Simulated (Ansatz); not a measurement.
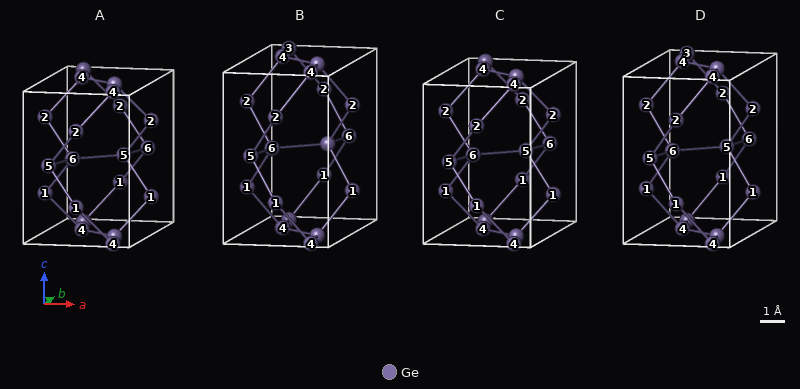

4 geometries from one relaxation of a crystal of Ge (a generated structure, set up in Cccm) (coarse preliminary run), in shuffled order. Style: ball-and-stick. Shown: the conventional cell (2 times the calculation's cell), slightly off an axis. Lengths and directions refer to the drawn axes.

All numbers below come from DFT PBE, scalar-relativistic, plane waves, PAW in Ansatz. (plane-wave cutoff 420 eV; k-point mesh 4 × 4 × 4; occupations gaussian; smearing width 0.1 eV; no spin polarisation; cell and atoms relaxed; force threshold 0.04 eV/Å; at most 70 steps)

Q: Put them in the order of the run, from the start to the converged end.

A: A, C, D, B. They are steps 0, 1, 2, 9, at +1.198 eV per cell of the calculation, +0.371 eV per cell of the calculation, +81.5 meV per cell of the calculation relative to the last. Over 5 accepted moves (9 points after the start) the energy falls by 1.198 eV per cell of the calculation. The largest force component goes from 0.57 to 0.0065 eV/Å. Pressure: 13.65 GPa at the start and 0.06 GPa at the end. The line search rejected the trial steps at points 4, 7 of the run. At 2 points the geometry stayed and the basis and grid were re-selected for the new cell (energy shift of 29.6 meV per cell of the calculation at most each time). The largest moves relative to the cell, 0.081 Å, are those of Ge3, Ge4, Ge5 and Ge6. Ge4 goes roughly along −a. The volume changes by +22.5 %, with a 4.741 → 4.699 Å (−0.9 %), b 8.153 → 8.948 Å (+9.7 %), c 6.670 → 7.508 Å (+12.6 %). Among the contacts that change: Ge3–Ge4 2.546 → 2.780 Å, Ge3–Ge4 (another image) 2.404 → 2.581 Å, Ge1–Ge3 2.363 → 2.498 Å. Among the angles between lasting bonds that change: Ge3–Ge2–Ge5 105.2° → 115.0°, Ge3–Ge2–Ge4 90.2° → 82.6°, Ge1–Ge3–Ge2 89.8° → 97.4°. The space group stays Cccm (No. 66).
